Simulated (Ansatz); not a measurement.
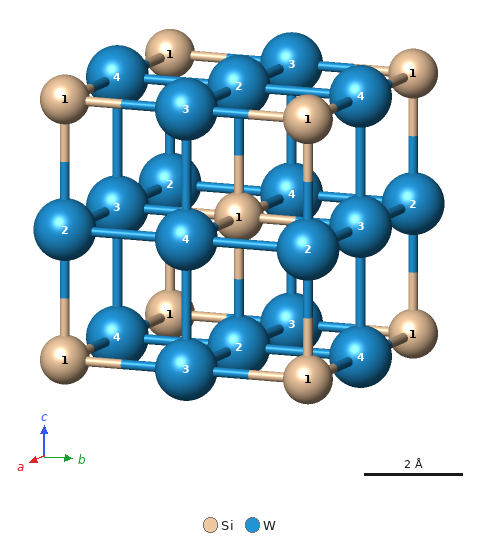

*The structure (ball-and-stick view of the cell 2 times as large as that of the calculation, set on its symmetry axes, seen slightly off an axis; atoms are numbered from 1 in the order of the input). An atom can appear more than once, as a periodic image.*

Near neighbours in the periodic cell (some may lie outside the picture): Si has 6 W at 2.71 Å; W has 2 Si at 2.71 Å and 4 W at 2.71 Å.

Run report: W3Si, single-point calculation

W3Si (Im-3m, 4 atoms in the cell), computed with DFT, PBEsol, plane waves, PAW (Ansatz 0.2.0).

The structure derives from a Materials Project entry. The run did not end well. Figures and captions count atoms from 1; the log counts them from 0 in places.

Output
```
Warning: crystal.symmetry: narrowed to the stabiliser of the k-point mesh — unitary ops 48 → 2; excluded 46 operations that carry a point of the 14×13×15 mesh (shift [0, 0, 0]) off the mesh (the run samples exactly the mesh kpoints.mp_grid names, as under crystal.symmetry.detect: false, and its converged state has the mesh's symmetry, not the crystal's; ε∞, the Born charges and the force constants of a linear response (`dielectric:` by the response, `phonons.method: dfpt`) are averaged over those of the crystal's operations that the state keeps within a tolerance, where `mesh_tensors`, `unaveraged_element` or `gamma_mean_max_change_ev_ang2` stands beside them; a row that `dielectric.field_direction` solves alone is averaged likewise, with nothing beside; a Γ-centred mesh of equal divisions is mapped onto itself by every operation and keeps the whole group, as does a half-shifted one under kpoints.further_shifts: images)
Engine: ansatz 0.2.0, x86_64-unknown-linux-gnu
Pseudopotentials: kind: paw
Pseudopotential: Si, paw, valence charge 4, recommended cutoff 420 eV (normal), Si.paw.azcp
Pseudopotential: W, paw, valence charge 14, recommended cutoff 420 eV (normal), W.paw.azcp
Functional definition: PBEsol
  exchange = pbesol_x
  correlation = pbesol_c
Crystal: 4 atoms, lattice volume = 79.263 Å³
Basis set: ecut = 420 eV, 1505 PW (Γ), exchange–correlation on 64×64×64 points (8 copies of the dense FFT grid, shifted against one another)
Bands: 28, of which v1, the nominal top of the filled ones, is band 23 counted from 1 (22 counted from 0)
Symmetry: 2 space group operations
k-points: 1366 of 2730
Non-local potential: Si, projectors of the file, l = 0: 2, l = 1: 2, l = 2: 2
Non-local potential: W, projectors of the file, l = 0: 3, l = 1: 2, l = 2: 2, l = 3: 1
PAW form: soft (Blöchl's): semilocal exchange-correlation on the pseudo side does not see the compensation charge
PAW frozen core: Si, regenerated for the run's functional, and the local potential with it (the file was generated under x = pbe(κ = 0.804, μ = 0.2195149727645171), c = pbe(β = 0.06672455060314922))
PAW frozen core: W, regenerated for the run's functional, and the local potential with it (the file was generated under x = pbe(κ = 0.804, μ = 0.2195149727645171), c = pbe(β = 0.06672455060314922))
PAW one-centre angular grid: Si, 110 points (default); XC on 64 Gauss nodes
PAW one-centre angular grid: W, 590 points (default); XC on 64 Gauss nodes
Initial density: superposition of atomic densities (neutral atoms: chi_scale 0, normalization atom), corrected by the library's trained network
Initial wavefunctions: pseudopotential atomic-orbital guess
Functional: x = pbesol(κ = 0.804, μ = 0.12345679012345678), c = pbesol(β = 0.046)
SCF iter   1: F=—  HF=-31384.905994 eV  |F-HF|=—  |Δ(HF+E_count)|=         —  Δρ=5.11e-3  dr2=1.06e-2  ethr=1.77e-3  ⟨swp⟩=4.9  Hψ=157701  notcnv=0
preconditioner: auto → Kerker (q_TF=auto, 2.492 Å⁻¹)  [metal: Δε(μ)=0.000 eV  Ē_g=4.092 eV  σ=0.150 eV  W_gap=0.00  n_scr=18 (ndim 8)  ℏωp=19.6 eV  f_vac=0.000  D(μ)=6.13/eV (n_scr^D=78)]
```

The run was set up as follows.

Input file
```yaml
crystal:
  lattice:
    - [-2.7060550509, 2.7060550509, 2.7060550509]
    - [2.7060550509, -2.7060550509, 2.7060550509]
    - [2.7060550509, 2.7060550509, -2.7060550509]
  atoms:
    - { symbol: Si, position: [0.0, 0.0, 0.0] }
    - { symbol: W, position: [0.5, 0.5, 0.0] }
    - { symbol: W, position: [0.5, 0.0, 0.5] }
    - { symbol: W, position: [0.0, 0.5, 0.5] }
basis:
  ecutwfc: 420
kpoints:
  mp_grid: { grid: [14, 13, 15] }
hamiltonian:
  xc: pbesol
scf:
  occupations: { method: gaussian, width: 0.15 }
  max_iter: 50
output:
  forces: true
  eigenvalues: true
  stress: true
```

Command:
```bash
ansatz run input.yaml --threads 2 --pin off --max-ram 5120MiB --backend cpu --events-out ev --progress --plain --runs-dir out
```

What the run reported

- outcome: stopped at the time limit
- space group (tolerance 0.01 Å): Im-3m (229)
- hardware: 2 threads of Intel Xeon @ 2.50GHz (Skylake/Cascade Lake), 189 GiB of memory available, shared host
- wall time: 49 s (CPU time 87 s)
- peak memory: 2 GiB

The input was spoiled on purpose: a mesh that breaks the symmetry (`kpoints.mp_grid.grid`). The mesh lacks the symmetry of the lattice, so spurious forces and shear stress can appear. The run was cut off by its time limit, so the output is incomplete. Warnings of the run: the k-point mesh lowers the symmetry that the run can use.
